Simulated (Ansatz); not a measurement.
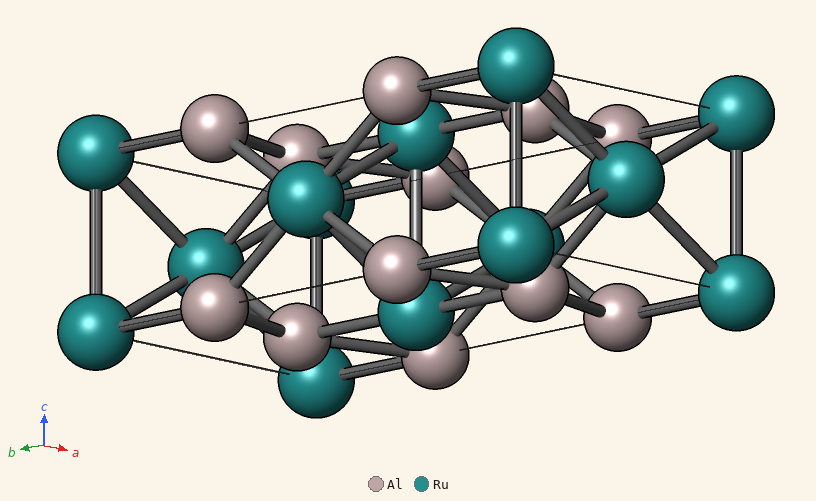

Crystal structure, ball-and-stick style, seen from a general direction. Atoms at the boundary of the conventional unit cell (the box) are drawn once for each face, edge or corner they touch.

AlRu, space group Cmmm (No. 65), a = 4.88 Å, b = 9.10 Å, c = 2.84 Å, α = 90.00°, β = 90.00°, γ = 90.00°.

The calculation: Ansatz, DFT PBE, scalar-relativistic, plane waves, PAW, with a 420 eV plane-wave basis, k-points about 0.14 Å⁻¹ apart, Gaussian smearing of 0.1 eV, collinear spins. The state is ferromagnetic, in a cell of 4 atoms.

What does the calculation say: metal or gapped?

Answer. A metal: bands cross the Fermi level.

State the hydrostatic pressure.

Answer. The computed pressure is 0.0 GPa, close to zero.

The structure was taken from a random cell made by a generator, so it need not be a real form of the compound. Earlier steps of the study may have refined or changed the cell and positions. It was the input of a calculation with Ansatz.
